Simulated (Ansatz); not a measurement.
**Convergence of a linear-scaling basis for GaN(111) slab, H on both faces (54 atoms)**

Wanted: errors and times of a linear-scaling basis for GaN(111) slab, H on both faces (54 atoms). A setting counts as converged where the r.m.s. difference of forces stays under 1 % of the r.m.s. force.

Calculated with Ansatz 0.2.0; Kohn-Sham DFT, PBE, PAW (set soft_2), plane waves.

## (1) The structure

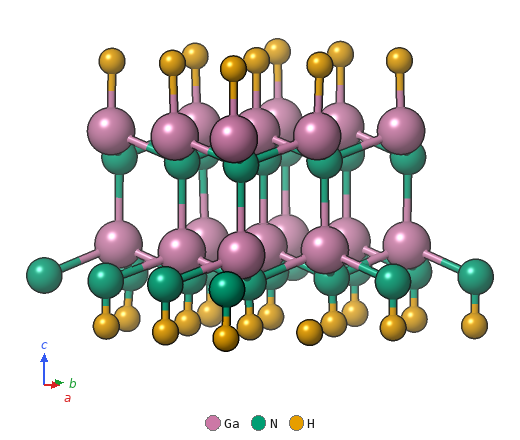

The starting structure, seen from the side, with the c axis up (gallium pink, nitrogen teal, hydrogen orange). Bonds to atoms that aren't drawn are left out. Some periodic images of atoms are drawn too.

The cell holds 54 atoms: 18 Ga, 18 N and 18 H. Cell: a = 9.546 Å, b = 9.546 Å, c = 17.828 Å, α = 90.0°, β = 90.0°, γ = 120.0°. It derives from GaN (zinc-blende). Zinc-blende GaN (a = 4.5 Å), (111) slab of 4 atomic planes, 3 x 3 surface cells, H on the broken bonds of both faces, 12 Å of vacuum; displaced by a Gaussian of 0.02 Å. Regions: slab, 36 atoms (18 Ga and 18 N); hydrogen, 18 atoms (18 H). Vacuum lies along c.

As a file:

```xyz
54
Lattice="9.5459 0.0000 0.0000 -4.7730 8.2670 0.0000 0.0000 0.0000 17.8276" Properties=species:S:1:pos:R:3
Ga    0.0038    7.3406    7.6728
N    -0.0040    5.5074    7.0246
Ga   -1.5895    6.4334   10.2689
N     0.0287    7.3360    9.6126
Ga    1.6143    4.5719    7.6480
N     1.5961    2.7692    7.0146
Ga    0.0151    3.7040   10.2660
N     1.5611    4.5988    9.6116
Ga    3.1505    7.3410    7.6858
N     3.1692    5.5062    6.9941
Ga    1.6220    6.4326   10.2746
N     3.1973    7.3508    9.6388
Ga    3.1802    1.8599    7.6195
N     3.1870    0.0052    7.0161
Ga    1.5827    0.8813   10.2528
N     3.2249    1.8437    9.6171
Ga    4.7753    4.5951    7.6780
N     4.7617    2.7437    6.9859
Ga    3.1589    3.6752   10.2469
N     4.7727    4.5880    9.6451
Ga   -3.1830    7.3507    7.6391
N    -3.1743    5.5077    7.0169
Ga    4.7728    6.4475   10.2765
N    -3.2271    7.3577    9.6146
Ga    6.3651    1.8176    7.6571
N     1.5745    8.2514    7.0415
Ga    4.7857    0.9405   10.2386
N     6.3584    1.8169    9.6495
Ga   -1.5588    4.6300    7.6660
N    -1.5399    2.7991    6.9882
Ga    6.3788    3.6600   10.2564
N    -1.6112    4.5897    9.6360
Ga   -0.0057    1.8016    7.6903
N     9.5345    0.0002    7.0303
Ga    7.9443    0.9059   10.2842
N    -0.0022    1.8231    9.6189
H    -0.0063    5.5026    6.0375
H    -1.6010    6.4070   11.8201
H     1.6134    2.7294    5.9983
H    -0.0021    3.6624   11.8138
H     3.1783    5.5540    5.9835
H     1.5775    6.4617   11.8628
H     3.1740    0.0237    6.0152
H     1.5721    0.9096   11.7935
H     4.7863    2.7691    6.0068
H     3.2057    3.6639   11.8195
H     6.3540    5.5206    5.9995
H     4.7436    6.4216   11.8250
H     1.5571    8.2626    5.9904
H     4.7462    0.9018   11.8527
H     7.9570    2.7448    5.9881
H     6.3968    3.7182   11.8213
H     4.7308    8.2536    5.9514
H     7.9580    0.8899   11.8331
```

Before any run, some limits are plain. Caps of real hydrogen don't mimic the fractional bonds of a polar compound, so surface states and strained caps may belong to the model. Beside vacuum, support functions can miss their usual error bounds without a warning.

## (2) Plane-wave single point

The first run uses the default basis; a harder plane-wave run follows as the reference for the support functions.

Input file input.yaml:

```yaml
crystal:
  lattice:
    - [9.54594, 0.0, 0.0]
    - [-4.77297, 8.26703, 0.0]
    - [0.0, 0.0, 17.8276]
  atoms:
    - { symbol: Ga, position: [0.44437, 0.88794, 0.43039] }
    - { symbol: "N", position: [0.33268, 0.66619, 0.39403] }
    - { symbol: Ga, position: [0.22259, 0.7782, 0.57601] }
    - { symbol: "N", position: [0.4467, 0.88738, 0.5392] }
    [... 44 atom lines left out ...]
    - { symbol: H, position: [0.66285, 0.99946, 0.33602] }
    - { symbol: H, position: [0.55174, 0.10908, 0.66485] }
    - { symbol: H, position: [0.99956, 0.33202, 0.33589] }
    - { symbol: H, position: [0.89499, 0.44976, 0.66309] }
    - { symbol: H, position: [0.99477, 0.99838, 0.33383] }
    - { symbol: H, position: [0.88748, 0.10765, 0.66375] }
kpoints:
  mp_grid: { grid: [2, 2, 1] }
hamiltonian:
  xc: pbe
scf:
  occupations: { method: fermi_dirac, width: 0.025 }
output:
  forces: true
  populations: true
  dos:
    method: { smearing: { sigma: 0.08 } }
    de: 0.1
    projected:
      site_lists:
        Ga: [Ga]
        H: [H]
        "N": ["N"]
        slab: [0, 1, 2, 3, 4, 5, 6, 7, 8, 9, 10, 11, 12, 13, 14, 15, 16, 17, 18, 19, 20, 21, 22, 23, 24, 25, 26, 27, 28, 29, 30, 31, 32, 33, 34, 35]
        hydrogen: [36, 37, 38, 39, 40, 41, 42, 43, 44, 45, 46, 47, 48, 49, 50, 51, 52, 53]
  eigenvalues: true
  write_density: true
  write_potential: true
  volumetric_format: npy
  elf: true
```

Command:

```console
$ ansatz run input.yaml --threads 4 --pin off --max-ram 8192MiB --backend cpu --events-out ev --progress --plain --runs-dir out
```

Numbers of over 12 decimals in the logs are rounded to 6 here.

The program printed:

```text
Engine: ansatz 0.2.0, x86_64-unknown-linux-gnu
Pseudopotentials: kind: paw
Pseudopotential: Ga, paw, valence charge 13, recommended cutoff 420 eV (normal), Ga.paw.azcp
Pseudopotential: N, paw, valence charge 5, recommended cutoff 420 eV (normal), N.paw.azcp
Pseudopotential: H, paw, valence charge 1, recommended cutoff 420 eV (normal), H.paw.azcp
[... 5 lines on functional and potentials left out ...]
Crystal: 54 atoms, lattice volume = 1406.893 Å³
Basis set: ecut = 420 eV, 27479 PW (Γ), exchange–correlation on 128×128×240 points (8 copies of the dense FFT grid, shifted against one another)
Bands: 225, of which v1, the nominal top of the filled ones, is band 171 counted from 1 (170 counted from 0)
Symmetry: 1 space group operations
Space group: P1 (ITA 1), of the structure as read, at distance tolerance 1.1e-4 Å
k-points: 4
[... 7 lines on functional and potentials left out ...]
Initial density: superposition of atomic densities (neutral atoms: chi_scale 0, normalization atom), corrected by the library's trained network
Initial wavefunctions: pseudopotential atomic-orbital guess
Functional: x = pbe(κ = 0.804, μ = 0.219515), c = pbe(β = 0.066725)
SCF iter   1: F=—  HF=-75304.740443 eV  |F-HF|=—  |Δ(HF+E_count)|=         —  Δρ=3.50e-3  dr2=1.80e0  ethr=1.77e-3  ⟨swp⟩=6.0  Hψ=3637  notcnv=0  defer=150
preconditioner: auto → Resta (q_TF=auto, 2.155 Å⁻¹)  ε∞=2.3  [insulator: Δε(μ)=2.012 eV  Ē_g=16.100 eV  σ=0.025 eV  W_gap=1.00  n_scr=246 (ndim 8)  ℏωp=18.3 eV  f_vac=0.589  D(μ)=0.00/eV (n_scr^D=0)  ε∞_Penn≈2.3  vacuum switching on, ρ_ref=1.9e-2 e/Å³]
SCF iter   2: F=—  HF=-75304.307730 eV  |F-HF|=—  |Δ(HF+E_count)|=   4.33e-1  Δρ=1.85e-3  dr2=1.45e-1  ethr=5.25e-4  ⟨swp⟩=2.0  Hψ=1112  notcnv=0  defer=189
SCF iter   3: F=—  HF=-75304.282027 eV  |F-HF|=—  |Δ(HF+E_count)|=   2.57e-2  Δρ=1.19e-3  dr2=1.89e-2  ethr=4.25e-5  ⟨swp⟩=2.2  Hψ=994  notcnv=0  defer=189
SCF iter   4: F=—  HF=-75304.282834 eV  |F-HF|=—  |Δ(HF+E_count)|=   8.07e-4  Δρ=6.38e-4  dr2=6.96e-3  ethr=5.52e-6  ⟨swp⟩=2.0  Hψ=1417  notcnv=0  defer=189
SCF iter   5: F=—  HF=-75304.282004 eV  |F-HF|=—  |Δ(HF+E_count)|=   8.30e-4  Δρ=1.85e-4  dr2=6.83e-4  ethr=2.04e-6  ⟨swp⟩=2.0  Hψ=1387  notcnv=0  defer=189
SCF iter   6: F=—  HF=-75304.281922 eV  |F-HF|=—  |Δ(HF+E_count)|=   8.21e-5  Δρ=5.85e-5  dr2=3.18e-5  ethr=2.00e-7  ⟨swp⟩=2.0  Hψ=1357  notcnv=0  defer=189
SCF iter   7: F=—  HF=-75304.282331 eV  |F-HF|=—  |Δ(HF+E_count)|=   4.09e-4  Δρ=2.61e-5  dr2=1.00e-5  ethr=9.30e-9  ⟨swp⟩=2.0  Hψ=1584  notcnv=0  defer=189
SCF iter   8: F=—  HF=-75304.282334 eV  |F-HF|=—  |Δ(HF+E_count)|=   2.91e-6  Δρ=9.34e-6  dr2=1.19e-6  ethr=2.94e-9  ⟨swp⟩=2.0  Hψ=1357  notcnv=0  defer=189
SCF iter   9: F=-75304.282334 eV  HF=-75304.282334 eV  |F-HF|=5.24e-8  |Δ(HF+E_count)|=   2.60e-7  Δρ=2.77e-6  dr2=7.93e-8  ethr=2.92e-11  ⟨swp⟩=28.8  Hψ=10082  notcnv=0
SCF 1 converged in 9 iterations: F = -75304.282334 eV  dr2 = 7.93e-8
  greatest PAW one-centre occupation: 0.995 electrons in one spin orbital (limit 2), on the Ga atom at site 32 (counted from 0), in its partial waves of l = 2
WARN: The output density's exchange-correlation potential varies sharply where the density is thin. Do not read a vacuum level from v_tot or v_xc, or from such a field of the output density. On a cell that repeats whose density bears no net charge and no dipole along the vacuum's axis use v_es (v_loc + v_h of the components); [...]
SCF converged after 9 iterations
Free energy (F): -75304.282334 eV
Harris-Foulkes:  -75304.282334 eV  (|F-HF|=5.24e-8)
Internal energy: -75304.282334 eV  (E = F + TS)
E sigma→0 (E₀):  -75304.282334 eV
Fermi energy:    0.224314 eV
--- Per-component energies (eV) ---
  E_band       = -3571.602862
  E_kinetic    = 4703.514971
  E_local      = -235895.407112  (includes V_loc(G=0)·N_el)
  E_nonlocal   = 8552.609105
  E_hartree    = 114769.849576
  E_xc         = -2480.892337
  E_vxc        = -2622.213772  (∫ρ·V_xc dr)
  E_paw        = -38156.503641  (= ΣΔE_a)
  E_vpaw       = -7849.795044  (= ΣTr[D̂ρ^β])
  E_aug_tail   = -0.021174  (compensation charges beyond the density's cutoff)
  E_ewald      = 73202.568278
  E_smearing   = -0.000000  (= −TS)
  E_closure    = 0.000000  (closes the sum)
  Σ components = -75304.282334   (vs F -75304.282334, Δ=0.00e0)
--- Forces (eV/Å), atoms counted from 1 ---
  atom   1  Ga    -0.33906392    -0.08845014     1.69586849
  atom   2  N      0.61094886     0.26918684     0.68583557
  atom   3  Ga    -0.09629653     0.15797200     1.30513662
  atom   4  N     -0.37680261     0.15767931    -1.99683145
  atom   5  Ga    -0.50054330     0.38888194     1.74875893
  atom   6  N     -0.23844681    -0.54381265    -0.55647551
  atom   7  Ga    -0.51607203    -0.61874496     1.42508576
  atom   8  N      0.68155062     0.14409299    -2.40278187
  atom   9  Ga     0.49299692    -0.14765454     1.55912221
  atom  10  N      0.31037896     0.23084594    -0.03140734
  atom  11  Ga    -0.36665210    -0.04415005     1.93599060
  atom  12  N     -0.27546419    -0.07867022    -2.52055954
  atom  13  Ga     0.06018156    -0.36828263     2.39184512
  atom  14  N     -0.06634419    -0.01421795     0.20027893
[...]
atom  53  H      0.06521139     0.08514077     1.62983786
  atom  54  H      0.00642332     0.02241185     0.15172408
  max |Σ_I F_I| component: 1.37e-4 eV/Å
--- Band table (eV) ---
  k-point 0: bands = ["-18.0216", "-17.6330", "-17.5836", "-17.5365", [... 209 levels ...], "6.7510", "6.7834", "6.7963", "6.8766", "7.1621", "7.1718", "7.1839", "7.2075", "7.2298", "7.2500", "7.2854", "7.3106"]
[...]
--- Löwdin populations: 54 sites ---
  site symbol       q [e]
     0     Ga     12.2053
     1      N      5.7521
     2     Ga     12.4038
[...]
53      H      1.0693
  spilling = 0.003412 (of n_electrons = 342.000000)
```

Run time: 29 s. Hardware: 4 threads of Intel Xeon Platinum 8488C (Sapphire Rapids), shared host; peak memory 5.6 GiB; 1.9 min of CPU time.

The program notes that the exchange-correlation potential is rough where the density is thin.

Numbers from this run:

| Property | Result |
| --- | --- |
| free energy | -75304.2823 eV |
| free energy per atom | -1394.5237 eV/atom |
| SCF cycles | 9 |
| r.m.s. force component | 0.9735 eV/Å |
| longest force | 2.964 eV/Å |
| Fermi energy | 0.2243 eV |
| gap (highest filled to lowest empty level) | 1.477 eV |
| spilling of the projection | 0.003412 |

The r.m.s. force component of 0.97 eV/Å sets the scale for the differences below.

## (3) Plane waves at 750 eV (750 eV)

The grid of the support functions holds more waves than the default cutoff, so they are judged against a harder plane-wave run.

input.yaml, the sections that differ from step 2:

```yaml
output:
  forces: true
  eigenvalues: true
basis:
  ecutwfc: "750 eV"
# crystal, kpoints, hamiltonian, scf: as in step 2
```

The program printed:

```text
[...]
Crystal: 54 atoms, lattice volume = 1406.893 Å³
Basis set: ecut = 750 eV, 65635 PW (Γ), exchange–correlation on 180×180×320 points (8 copies of the dense FFT grid, shifted against one another)
Bands: 225, of which v1, the nominal top of the filled ones, is band 171 counted from 1 (170 counted from 0)
Symmetry: 1 space group operations
[...]
k-points: 4
[...]
SCF iter   1: F=—  HF=-75304.942586 eV  |F-HF|=—  |Δ(HF+E_count)|=         —  Δρ=3.54e-3  dr2=1.78e0  ethr=1.77e-3  ⟨swp⟩=6.2  Hψ=4206  notcnv=0  defer=80
[...]
SCF iter   3: F=—  HF=-75304.473415 eV  |F-HF|=—  |Δ(HF+E_count)|=   3.83e-2  Δρ=1.20e-3  dr2=1.93e-2  ethr=4.19e-5  ⟨swp⟩=3.0  Hψ=1331  notcnv=0  defer=81
automatic band count: iteration 3 solves 198 bands in place of 225: the levels show a gap, and the empty bands left out lie too high to hold charge; the band table lists the bands solved (type scf.n_extra_bands for more)
SCF iter   4: F=—  HF=-75304.471906 eV  |F-HF|=—  |Δ(HF+E_count)|=   1.51e-3  Δρ=6.34e-4  dr2=6.72e-3  ethr=5.65e-6  ⟨swp⟩=2.0  Hψ=1422  notcnv=0  defer=81
[...]
SCF iter   9: F=-75304.470161 eV  HF=-75304.470161 eV  |F-HF|=5.95e-8  |Δ(HF+E_count)|=   1.51e-7  Δρ=2.14e-6  dr2=3.90e-8  ethr=2.92e-11  ⟨swp⟩=16.8  Hψ=5126  notcnv=0
SCF 1 converged in 9 iterations: F = -75304.470161 eV  dr2 = 3.90e-8
[...]
SCF converged after 9 iterations
Free energy (F): -75304.470161 eV
[...]
Internal energy: -75304.470161 eV  (E = F + TS)
E sigma→0 (E₀):  -75304.470161 eV
Fermi energy:    0.224054 eV
[...]
Σ components = -75304.470161   (vs F -75304.470161, Δ=0.00e0)
--- Forces (eV/Å), atoms counted from 1 ---
  atom   1  Ga    -0.33911166    -0.08837289     1.69684110
  atom   2  N      0.61116827     0.26917985     0.67450415
  atom   3  Ga    -0.09650459     0.15804172     1.30634780
  atom   4  N     -0.37695303     0.15781930    -1.99743862
[...]
atom  54  H      0.00640088     0.02254113     0.14973954
  max |Σ_I F_I| component: 2.98e-4 eV/Å
--- Band table (eV) ---
[...]
```

It took 46 s on 4 threads; peak memory 5.3 GiB; 2.9 min of CPU time.

The program notes that it cut back its work space to fit the memory limit.

Forces differ from the reference by 3.6 meV/Å r.m.s., 0.37 % of their size, within a tolerance of 1 %; the energy by -3.5 meV/atom. It took 46 s and 9 cycles; the reference's time can't be set against it, since the two runs asked for unlike analyses.

## (4) Support functions medium

The cell is solved in localised support functions. Besides, the program derives a nominal cutoff of 420 eV for this run, against the reference's 750.

This step: Kohn-Sham DFT, PBE, PAW (set soft_2), localised support functions (medium) (Ansatz 0.2.0).

input.yaml, the sections that differ from step 3:

```yaml
scf:
  occupations: { method: fermi_dirac, width: 0.025 }
  eigensolver: { kind: { support_functions: { accuracy: medium } } }
  mixing: { beta: 0.4 }
  max_iter: 150
output:
  forces: true
# crystal, kpoints, hamiltonian: as in step 3
# basis: removed
```

The program printed:

```text
Warning: scf.eigensolver.kind.support_functions: disabling space-group detection — the functions' gradient is summed over unrotated k-points, so no spatial operation reduces the k-mesh or symmetrises the density; time reversal is kept, so that k and −k are solved as one point where they differ and the mesh holds both, and exact exchange and, on two spinor components, a DFT+U term hold to it where the run has them: [...]
settings of this run that can trade accuracy for cost: scf.eigensolver.kind.support_functions [...]
[...]
Crystal: 54 atoms, lattice volume = 1406.893 Å³
Basis set: ecut = 420 eV, 27479 PW (Γ), exchange–correlation on 128×128×240 points (8 copies of the dense FFT grid, shifted against one another)
Bands: 206, of which v1, the nominal top of the filled ones, is band 171 counted from 1 (170 counted from 0)
Symmetry: 1 space group operations
k-points: 4
[...]
SCF iter   1: F=—  HF=-75322.422835 eV  |F-HF|=—  |Δ(HF+E_count)|=         —  Δρ=8.52e-2  dr2=1.25e2  ethr=1.00e-1
[...]
SCF iter  12: F=—  HF=-75304.475946 eV  |F-HF|=—  |Δ(HF+E_count)|=   7.68e-4  Δρ=1.36e-5  dr2=1.92e-6  ethr=1.90e-9  κ⁻¹=2.4e-7(r=7)
SCF iter  13: F=-75304.475949 eV  HF=-75304.475948 eV  |F-HF|=6.79e-7  |Δ(HF+E_count)|=   2.05e-6  Δρ=5.25e-6  dr2=2.79e-7  ethr=5.62e-10
SCF 1 converged in 13 iterations: F = -75304.486659 eV  dr2 = 2.79e-7
[...]
SCF converged after 13 iterations
Stability not checked: this state was not tested for a lower state beside it, because the mixer in use, unlike msr1, does not test its closes by its own steps (another_mixer; see scf.mixing.algorithm and scf.lower_state_search)
Free energy (F): -75304.486659 eV
[...]
Internal energy: -75304.486659 eV  (E = F + TS)
E sigma→0 (E₀):  -75304.486659 eV
Fermi energy:    0.224197 eV
[...]
Σ components = -75304.486659   (vs F -75304.486659, Δ=0.00e0)
--- Forces (eV/Å), atoms counted from 1 ---
  atom   1  Ga    -0.33881528    -0.08826877     1.69695376
  atom   2  N      0.61067885     0.26938290     0.67195900
  atom   3  Ga    -0.09659274     0.15771266     1.30625332
  atom   4  N     -0.37745700     0.15782776    -1.99825209
[...]
atom  54  H      0.00665724     0.02242423     0.14969926
  max |Σ_I F_I| component: 4.10e-3 eV/Å
--- Band table (eV) ---
[...]
guard bands above this table: 30 of the run's 206 bands (output.publish_guard_bands: true publishes all)
[...]
```

The job ended after 68 s (4 threads; peak memory 2.8 GiB; 4.3 min of CPU time).

The program notes that the band table was not solved further than the SCF left it and it switched symmetry off.

Keys that differ from the reference: basis.ecutwfc removed, support_functions.accuracy = "medium", scf.max_iter = 150 and scf.mixing.beta = 0.4.

Forces differ from the reference by 0.9 meV/Å r.m.s., 0.092 % of their size, well within a tolerance of 1 %; the energy by -0.31 meV/atom. It took 1.5 times the reference's time (shared host, so rough). The two runs also began from different starting densities, which bears on cycles and time.

## (5) Support functions low

With localised support functions most steps grow linearly with size, though the diagonalisation grows faster unless the density matrix is cut; this run measures error and cost at this size. Besides, the program derives a nominal cutoff of 420 eV for this run, against the reference's 750.

This step: Kohn-Sham DFT, PBE, PAW (set soft_2), localised support functions (low) (Ansatz 0.2.0).

input.yaml, the sections that differ from step 4:

```yaml
scf:
  occupations: { method: fermi_dirac, width: 0.025 }
  eigensolver: { kind: { support_functions: { accuracy: low } } }
  mixing: { beta: 0.4 }
  max_iter: 150
# crystal, kpoints, hamiltonian, output: as in step 4
```

The program printed:

```text
[...]
Crystal: 54 atoms, lattice volume = 1406.893 Å³
Basis set: ecut = 420 eV, 27479 PW (Γ), exchange–correlation on 128×128×240 points (8 copies of the dense FFT grid, shifted against one another)
Bands: 206, of which v1, the nominal top of the filled ones, is band 171 counted from 1 (170 counted from 0)
Symmetry: 1 space group operations
k-points: 4
[...]
SCF iter   1: F=—  HF=-75322.410123 eV  |F-HF|=—  |Δ(HF+E_count)|=         —  Δρ=8.52e-2  dr2=1.25e2  ethr=1.00e-1
[...]
SCF iter  10: F=—  HF=-75304.473222 eV  |F-HF|=—  |Δ(HF+E_count)|=   1.38e-3  Δρ=7.41e-5  dr2=8.09e-5  ethr=7.67e-8  κ⁻¹=1.4e-7(r=7)
SCF iter  11: F=-75304.474262 eV  HF=-75304.474259 eV  |F-HF|=2.94e-6  |Δ(HF+E_count)|=   1.04e-3  Δρ=2.27e-5  dr2=6.41e-6  ethr=2.36e-8
SCF 1 converged in 11 iterations: F = -75304.486654 eV  dr2 = 6.41e-6
[...]
SCF converged after 11 iterations
[...]
Free energy (F): -75304.486654 eV
[...]
Internal energy: -75304.486654 eV  (E = F + TS)
E sigma→0 (E₀):  -75304.486654 eV
Fermi energy:    0.223911 eV
[...]
Σ components = -75304.486654   (vs F -75304.486654, Δ=0.00e0)
--- Forces (eV/Å), atoms counted from 1 ---
  atom   1  Ga    -0.33864762    -0.08825695     1.69671305
  atom   2  N      0.61044882     0.26950359     0.67212585
  atom   3  Ga    -0.09657040     0.15771359     1.30630053
  atom   4  N     -0.37761669     0.15785825    -1.99824933
[...]
atom  54  H      0.00670149     0.02233968     0.14966558
  max |Σ_I F_I| component: 5.11e-3 eV/Å
--- Band table (eV) ---
[...]
```

Run time: 61 s. Hardware: 4 threads; peak memory 2.7 GiB.

Keys that differ from the reference: basis.ecutwfc removed, support_functions.accuracy = "low", scf.max_iter = 150 and scf.mixing.beta = 0.4.

Forces differ from the reference by 0.92 meV/Å r.m.s., 0.094 % of their size, well within a tolerance of 1 %; the energy by -0.31 meV/atom. It took 1.3 times the reference's time (shared host, so rough). The two runs also began from different starting densities, which bears on cycles and time.

(Part 1 of 4 ends here.)

[Logs are printed without paths, hosts, clocks, repeated set-up lines and the standing remarks that a program may print on its own settings, such as how far it seeks lower states.]

[Hosts, paths, dates, database ids (printed as entryN), source tags and the programs' standing remarks are cut or masked in the printed files.]
